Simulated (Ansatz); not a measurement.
# Single-point calculation, with input and output: TiC (part 1 of 2)

The run: single-point calculation of TiC (slab, 32 atoms in the cell). Method and program: DFT PBE+D3(BJ), scalar-relativistic, plane waves, PAW, no spin polarisation (Ansatz 0.2.0).

The structure derives from an entry of the Crystallography Open Database. It belongs to a series of runs on one base structure; here: the slab at its places in the relaxed adsorbed structure. Figures and captions count atoms from 1; the log counts them from 0 in places.

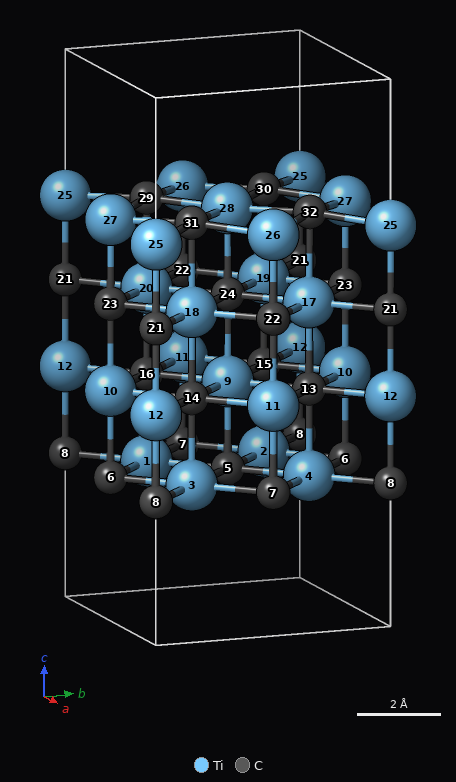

**Figure 1.** The structure (ball-and-stick view of the cell of the calculation, with the vacuum cut short, seen slightly off an axis; atoms are numbered from 1 in the order of the input). An atom can appear more than once, as a periodic image.

## Results in brief

```csv
quantity,value
outcome,converged
electrons treated,256
free energy,−44039.3375 eV
"work function, top face",4.50 eV
"work function, bottom face",4.11 eV
Fermi energy,2.511 eV
gap on the k-point mesh,none (metallic)
work function (upper face),4.50 eV
largest force (length of the vector),1.509 eV/Å
hardware,"4 threads of AMD EPYC (Zen 5), 32 GiB of memory available, shared host"
wall time,8 s (CPU time 31 s)
peak memory,2.8 GiB
```

## The input
```yaml
crystal:
  lattice:
    - [6.0686302234, 0.0, 0.0]
    - [0.0, 6.0686302234, 0.0]
    - [0.0, 0.0, 24.4367543752]
  atoms:
    - { symbol: Ti, position: [0.25, 0.25, 0.3273757176] }
    - { symbol: Ti, position: [0.25, 0.75, 0.3273757176] }
    - { symbol: Ti, position: [0.75, 0.25, 0.3273757176] }
    - { symbol: Ti, position: [0.75, 0.75, 0.3273757176] }
    - { symbol: C, position: [0.5, 0.5, 0.3273757176] }
    - { symbol: C, position: [0.5, 0.0, 0.3273757176] }
    - { symbol: C, position: [0.0, 0.5, 0.3273757176] }
    - { symbol: C, position: [0.0, 0.0, 0.3273757176] }
    - { symbol: Ti, position: [0.5, 0.5, 0.4151772627] }
    - { symbol: Ti, position: [0.5, 0.0, 0.4151772627] }
    - { symbol: Ti, position: [0.0, 0.5, 0.4151772627] }
    - { symbol: Ti, position: [0.0, 0.0, 0.4151772627] }
    - { symbol: C, position: [0.75, 0.75, 0.4151772627] }
    - { symbol: C, position: [0.75, 0.25, 0.4151772627] }
    - { symbol: C, position: [0.25, 0.75, 0.4151772627] }
    - { symbol: C, position: [0.25, 0.25, 0.4151772627] }
    - { symbol: Ti, position: [0.7494278056, 0.7494243103, 0.5024142473] }
    - { symbol: Ti, position: [0.7496087146, 0.2505347952, 0.5022109999] }
    - { symbol: Ti, position: [0.2505284781, 0.7496087276, 0.5022050493] }
    - { symbol: Ti, position: [0.2504192003, 0.2504104084, 0.5019935515] }
    - { symbol: C, position: [-1.03408e-05, -2.14078e-05, 0.5026633147] }
    - { symbol: C, position: [-8.48658e-05, 0.500215505, 0.5028615995] }
    - { symbol: C, position: [0.5002142475, -9.28073e-05, 0.5028615193] }
    - { symbol: C, position: [0.5001587366, 0.5001639013, 0.503050082] }
    - { symbol: Ti, position: [0.0007823594, 0.0007776503, 0.5875223946] }
    - { symbol: Ti, position: [0.001296927, 0.4997049929, 0.5875883685] }
    - { symbol: Ti, position: [0.4997533586, 0.0012705213, 0.5875893396] }
    - { symbol: Ti, position: [0.4983693317, 0.4983741916, 0.5898331314] }
    - { symbol: C, position: [0.2501983369, 0.2502024367, 0.592783728] }
    - { symbol: C, position: [0.2491267474, 0.7509015117, 0.5921707856] }
    - { symbol: C, position: [0.7509196262, 0.2491118575, 0.5921572667] }
    - { symbol: C, position: [0.7522643102, 0.7522935331, 0.5935049506] }
basis:
  ecutwfc: 420
kpoints:
  mp_grid: { grid: [3, 3, 1] }
hamiltonian:
  xc: pbe
  dispersion: d3bj
scf:
  occupations: { method: gaussian, width: 0.1 }
output:
  forces: true
  eigenvalues: true
  write_density: true
  volumetric_format: npy
efield:
  axis: 3
  dipole_correction: true
  ramp_width: 0.04
```

Launch command:
```bash
ansatz run input.yaml --threads 4 --pin off --max-ram 10240MiB --backend cpu --events-out ev --progress --plain --runs-dir out
```

## What the program printed
```
Engine: ansatz 0.2.0, x86_64-unknown-linux-gnu
Pseudopotentials: kind: paw
Pseudopotential: Ti, paw, valence charge 12, recommended cutoff 420 eV (normal), Ti.paw.azcp
Pseudopotential: C, paw, valence charge 4, recommended cutoff 420 eV (normal), C.paw.azcp
Functional definition: PBE
  parameter kappa = 0.804
  parameter beta = 0.06672455060314922
  exchange = pbe_x(kappa = kappa, mu = beta*pi^2/3)
  correlation = pbe_c(beta = beta)
Crystal: 32 atoms, lattice volume = 899.963 Å³
Basis set: ecut = 420 eV, 17565 PW (Γ), exchange–correlation on 90×90×360 points (8 copies of the dense FFT grid, shifted against one another)
Bands: 160, of which v1, the nominal top of the filled ones, is band 128 counted from 1 (127 counted from 0)
Symmetry: 1 space group operations
Space group: P1 (ITA 1), of the structure as read, at distance tolerance 9.7e-5 Å
k-points: 5 of 9 (time reversal used)
Non-local potential: Ti, projectors of the file, l = 0: 3, l = 1: 2, l = 2: 3, l = 3: 1
Non-local potential: C, projectors of the file, l = 0: 2, l = 1: 2, l = 2: 1
PAW form: soft (Blöchl's): semilocal exchange-correlation on the pseudo side does not see the compensation charge
PAW one-centre angular grid: Ti, 590 points (default); XC on 64 Gauss nodes
PAW one-centre angular grid: C, 110 points (default); XC on 64 Gauss nodes
Initial density: superposition of atomic densities (neutral atoms: chi_scale 0, normalization atom), corrected by the library's trained network
Initial wavefunctions: pseudopotential atomic-orbital guess
Functional: x = pbe(κ = 0.804, μ = 0.2195149727645171), c = pbe(β = 0.06672455060314922)
SCF iter   1: F=—  HF=-44039.348409 eV  |F-HF|=—  |Δ(HF+E_count)|=         —  Δρ=3.47e-3  dr2=2.91e-1  ethr=1.77e-3  p=-0.074 e·Å  D=-1.48e-2 V/Å  ΔV_dip=0.36 eV  dr2_dipole=1.21e-2  V_vac-E_F(+/−)=4.54/4.18 eV  ⟨swp⟩=7.0  Hψ=3681  notcnv=0
efield: sawtooth ramp at fractional position 0.9404 (placed from the atoms, in the widest stretch of the axis that holds none; the zero of the levels goes with the place), width 0.0400; the density the first Hamiltonian is built on has a dipole p = -0.074 e·Å; the dipole correction subtracts the counter field D = -1.48e-2 V/Å, which shifts the + side's vacuum level by +0.36 eV against the − side's; the planar-averaged density in the ramp window peaks in size at 2.0e-5 e/Å³
preconditioner: auto → LDOS  [metal: Δε(μ)=0.088 eV  Ē_g=6.422 eV  σ=0.100 eV  W_gap=0.43  n_scr=156 (ndim 8)  ℏωp=14.0 eV  f_vac=0.588  D(μ)=9.71/eV (n_scr^D=38)  β→1.0]
SCF iter   2: F=—  HF=-44039.354431 eV  |F-HF|=—  |Δ(HF+E_count)|=   6.02e-3  Δρ=2.99e-3  dr2=1.36e-1  ethr=1.14e-4  p=-0.073 e·Å  D=-1.47e-2 V/Å  ΔV_dip=0.36 eV  dr2_dipole=8.06e-4  V_vac-E_F(+/−)=4.46/4.10 eV  ⟨swp⟩=2.0  Hψ=1271  notcnv=0  defer=111
SCF iter   3: F=—  HF=-44039.339302 eV  |F-HF|=—  |Δ(HF+E_count)|=   1.51e-2  Δρ=1.05e-3  dr2=1.35e-2  ethr=5.31e-5  p=-0.081 e·Å  D=-1.63e-2 V/Å  ΔV_dip=0.40 eV  dr2_dipole=2.96e-6  V_vac-E_F(+/−)=4.50/4.10 eV  ⟨swp⟩=2.0  Hψ=998  notcnv=0  defer=111
SCF iter   4: F=—  HF=-44039.337438 eV  |F-HF|=—  |Δ(HF+E_count)|=   1.86e-3  Δρ=1.83e-4  dr2=6.16e-4  ethr=5.26e-6  p=-0.080 e·Å  D=-1.60e-2 V/Å  ΔV_dip=0.39 eV  dr2_dipole=4.05e-5  V_vac-E_F(+/−)=4.50/4.10 eV  ⟨swp⟩=2.4  Hψ=976  notcnv=0  defer=111
SCF iter   5: F=—  HF=-44039.337393 eV  |F-HF|=—  |Δ(HF+E_count)|=   4.47e-5  Δρ=5.21e-5  dr2=3.18e-5  ethr=2.40e-7  p=-0.080 e·Å  D=-1.61e-2 V/Å  ΔV_dip=0.39 eV  dr2_dipole=4.98e-6  V_vac-E_F(+/−)=4.50/4.11 eV  ⟨swp⟩=3.0  Hψ=1074  notcnv=0  defer=111
SCF iter   6: F=—  HF=-44039.337532 eV  |F-HF|=—  |Δ(HF+E_count)|=   1.39e-4  Δρ=2.09e-5  dr2=7.58e-6  ethr=1.24e-8  p=-0.080 e·Å  D=-1.61e-2 V/Å  ΔV_dip=0.39 eV  dr2_dipole=7.16e-7  V_vac-E_F(+/−)=4.50/4.11 eV  ⟨swp⟩=2.2  Hψ=1351  notcnv=0  defer=19
SCF iter   7: F=—  HF=-44039.337533 eV  |F-HF|=—  |Δ(HF+E_count)|=   7.76e-7  Δρ=6.41e-6  dr2=7.32e-7  ethr=2.96e-9  p=-0.080 e·Å  D=-1.61e-2 V/Å  ΔV_dip=0.39 eV  dr2_dipole=1.12e-7  V_vac-E_F(+/−)=4.50/4.11 eV  ⟨swp⟩=2.0  Hψ=968  notcnv=0  defer=19
SCF iter   8: F=—  HF=-44039.337533 eV  |F-HF|=—  |Δ(HF+E_count)|=   2.31e-7  Δρ=2.77e-6  dr2=1.51e-7  ethr=3.91e-11  p=-0.080 e·Å  D=-1.61e-2 V/Å  ΔV_dip=0.39 eV  dr2_dipole=3.42e-8  V_vac-E_F(+/−)=4.50/4.11 eV  ⟨swp⟩=18.2  Hψ=4484  notcnv=0
SCF iter   9: F=-44039.337533 eV  HF=-44039.337533 eV  |F-HF|=3.03e-8  |Δ(HF+E_count)|=   1.63e-7  Δρ=9.99e-7  dr2=1.03e-8  ethr=3.91e-11  p=-0.080 e·Å  D=-1.61e-2 V/Å  ΔV_dip=0.39 eV  dr2_dipole=1.05e-9  V_vac-E_F(+/−)=4.50/4.11 eV  ⟨swp⟩=4.0  Hψ=2023  notcnv=0
SCF 1 converged in 9 iterations: F = -44039.337533 eV  dr2 = 1.03e-8
  greatest PAW one-centre occupation: 0.999 electrons in one spin orbital (limit 2), on the Ti atom at site 11 (counted from 0), in its partial waves of l = 0
```

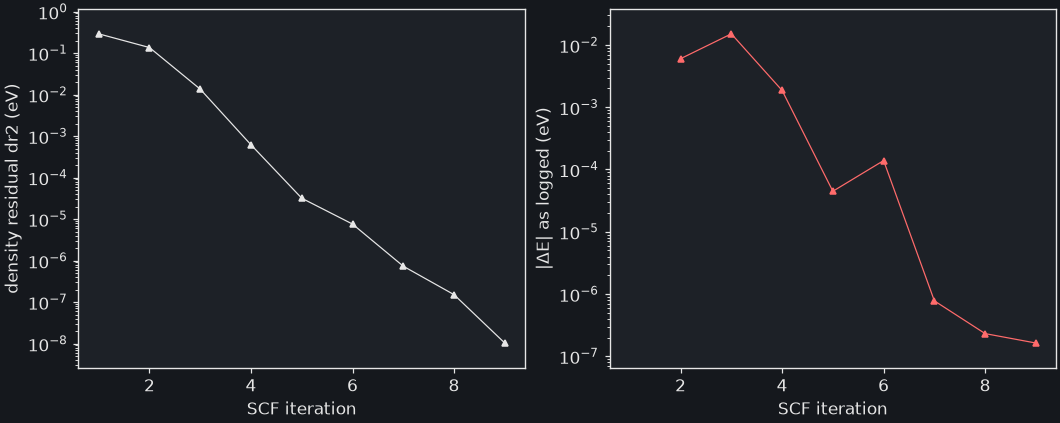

**Figure 2.** Convergence of the self-consistent field: density residual dr2 and size of the energy change against the SCF iteration. The residual falls at every step.

```
SCF converged after 9 iterations
Free energy (F): -44039.337533 eV
Harris-Foulkes:  -44039.337533 eV  (|F-HF|=3.03e-8)
Internal energy: -44039.291257 eV  (E = F + TS)
E sigma→0 (E₀):  -44039.314395 eV
Entropy (-TS):   -0.046276 eV (-1.446 meV/atom)
Fermi energy:    2.511111 eV
Dipole field:    D = -0.016103 V/Å  (p = -0.080086 e·Å, saw-weighted, corrected)
Work function:   Φ+ = 4.4996 eV   Φ− = 4.1061 eV
Levels:          The Fermi level and band energies are counted from a zero that moves with the ramp; work functions are not
--- Per-component energies (eV) ---
  E_band       = -4820.814843
  E_kinetic    = 5785.908786
  E_local      = -295952.510885  (includes V_loc(G=0)·N_el)
  E_nonlocal   = 517.745574
  E_hartree    = 145284.071627
  E_xc         = -2350.084287
  E_vxc        = -2933.394751  (∫ρ·V_xc dr)
  E_paw        = -18325.719098  (= ΣΔE_a)
  E_vpaw       = -2806.524247  (= ΣTr[D̂ρ^β])
  E_aug_tail   = 0.002272  (compensation charges beyond the density's cutoff)
  E_efield     = 0.000645  (sawtooth field / dipole correction)
  E_vefield    = -0.189491  (∫n·V_field dr)
  E_ewald      = 121012.176499
  E_disp       = -10.882389  (pairwise vdW)
  E_smearing   = -0.046276  (= −TS)
  E_closure    = -0.000000  (closes the sum)
  Σ components = -44039.337533   (vs F -44039.337533, Δ=0.00e0)
--- Forces (eV/Å), atoms counted from 1 ---
  atom   1  Ti     0.00100492     0.00116146     1.49738946
  atom   2  Ti    -0.00074228     0.00276219     1.50859795
  atom   3  Ti     0.00268109    -0.00065553     1.50873447
  atom   4  Ti     0.00448848     0.00463567     1.50921301
  atom   5  C     -0.00314090    -0.00314857    -1.19440976
  atom   6  C     -0.00171089     0.00107397    -1.19589734
  atom   7  C      0.00122455    -0.00175601    -1.19589216
  atom   8  C     -0.00008349    -0.00019508    -1.21071789
  atom   9  Ti     0.01197886     0.01141725     0.19708865
  atom  10  Ti     0.01293711    -0.01804338     0.13457726
  atom  11  Ti    -0.01829683     0.01226778     0.13447908
  atom  12  Ti    -0.01797655    -0.01767963     0.18102636
  atom  13  C     -0.00285844    -0.00284647    -0.41929819
  atom  14  C      0.00168901     0.00792257    -0.47045398
  atom  15  C      0.00772615     0.00176950    -0.47075276
  atom  16  C      0.00486198     0.00483770    -0.46064792
  atom  17  Ti     0.03270813     0.03293211    -0.04282623
  atom  18  Ti     0.01375304    -0.01459344    -0.01938320
  atom  19  Ti    -0.01360500     0.01340071    -0.01647777
  atom  20  Ti    -0.00388377    -0.00369705    -0.00196124
  atom  21  C      0.01377370     0.01428179     0.00180715
  atom  22  C      0.01613355    -0.01852962    -0.02310891
  atom  23  C     -0.01789056     0.01643817    -0.02308602
  atom  24  C     -0.02082112    -0.02143008     0.15472143
  atom  25  Ti    -0.09271972    -0.09437835    -0.01783306
  atom  26  Ti    -0.18335707     0.12126164     0.04859446
  atom  27  Ti     0.11612782    -0.18145565     0.04818718
  atom  28  Ti     0.25305853     0.25274067    -0.71218924
  atom  29  C      0.04067447     0.03950948     0.13759288
  atom  30  C      0.13187490    -0.09483013     0.21485295
  atom  31  C     -0.09511869     0.13261200     0.21767625
  atom  32  C     -0.19449131    -0.19778619    -0.01956109
  max |Σ_I F_I| component: 4.18e-5 eV/Å
--- Band table (eV; the first three rows and the last of 5) ---
```
